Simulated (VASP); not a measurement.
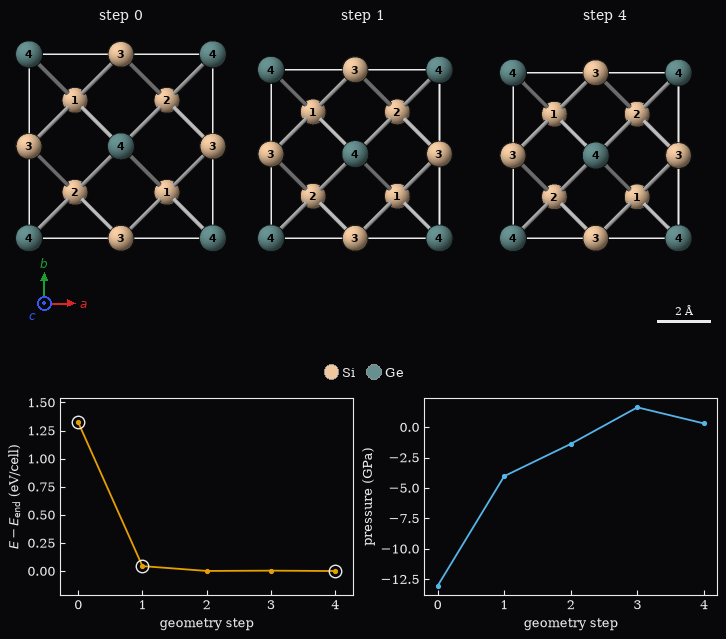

Frames of a relaxation of a crystal of Si₃Ge (a generated structure, set up in Fm-3m), marked on the history of the run. Style: ball-and-stick. Shown: the conventional cell (4 times the calculation's cell), along the c axis. Lengths and directions refer to the drawn axes.

The run lets cell and atoms move.

All numbers below come from VASP, Kohn-Sham DFT of a periodic cell, PBE, VASP PAW PBE potentials, recommended.

Input
```
SYSTEM = Si3Ge
PREC = Normal
ENCUT = 520
EDIFF = 1E-4
ISMEAR = 0
SIGMA = 0.15
LREAL = .FALSE.
LASPH = .TRUE.
NELM = 60
ALGO = Fast
ISIF = 3
LWAVE = .FALSE.
LCHARG = .FALSE.
GGA = PE
IBRION = 2
NSW = 24
EDIFFG = -0.08
```

Run as
```bash
cat potpaw_PBE.64/Si/POTCAR potpaw_PBE.64/Ge_d/POTCAR > POTCAR
mpirun -np 1 vasp_std > vasp.out
```

Q: What happens along the run?

A: The energy falls by 1.324 eV per cell of the calculation in 4 geometry steps. All forces vanish by symmetry, so only the cell relaxes. The pressure goes from −13.06 to 0.30 GPa. No atom moves by more than 0.005 Å relative to the cell. Cell: a = b = c 6.994 → 6.294 Å (−10.0 %). Volume −27.1 %. Some distances before and after: Si1–Ge4 3.029 → 2.725 Å, Si1–Si3 3.029 → 2.725 Å. The space group stays Fm-3m (No. 225). The volume changes by over a tenth within one run on a fixed set of plane waves, so the end point should be relaxed again from the new cell. It ran on 1 thread of Intel(R) Xeon(R) 6975P-C (Granite Rapids), on a shared host. From step 0 to 1: volume −23.2 %, energy −1.280 eV per cell of the calculation. From step 1 to 4: volume −5.2 %, energy −43.8 meV per cell of the calculation.

| step | E − E(0), meV/atom | pressure, GPa | volume, Å³/atom |
| --- | --- | --- | --- |
| 0 | 0.00 | -13.06 | 21.386 |
| 1 | -320.05 | -4.04 | 16.433 |
| 2 | -330.83 | -1.38 | 15.737 |
| 3 | -330.17 | 1.62 | 15.404 |
| 4 | -331.00 | 0.30 | 15.581 |
